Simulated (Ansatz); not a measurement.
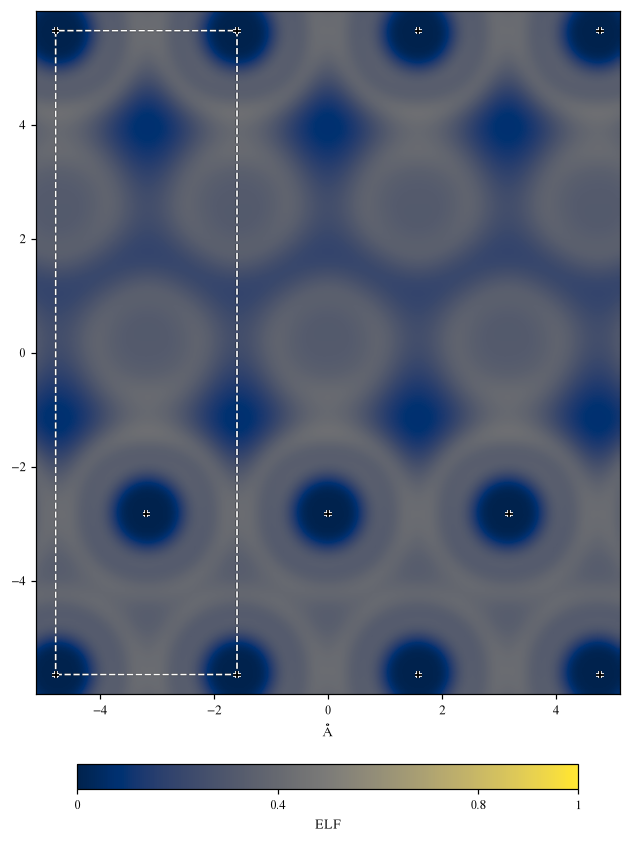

The electron localisation function on a plane through atoms (crosses mark nuclei in the plane).

Computed with DFT r2SCAN, scalar-relativistic, plane waves, PAW (Ansatz 0.2.0).

Candidates:
A. Sn, a = 6.64 Å, b = 3.18 Å, c = 11.30 Å, α = 90.00°, β = 98.49°, γ = 90.00°. Space group C2/m; computed pressure about −2 GPa in this cell.
B. SiGe, a = 3.90 Å, b = 3.90 Å, c = 6.45 Å, α = 90.00°, β = 90.00°, γ = 120.00°. Space group P6₃mc; a structure from a database of computed crystals, not necessarily the ambient phase.

Which system is this?

Answer. Candidate A: Sn on the (100) plane of the conventional cell, which holds Sn. Sn–Sn (3.18 Å): the ELF is about 0.40 at the midpoint. Sn–Sn (3.24 Å): the ELF is about 0.40 at the midpoint.
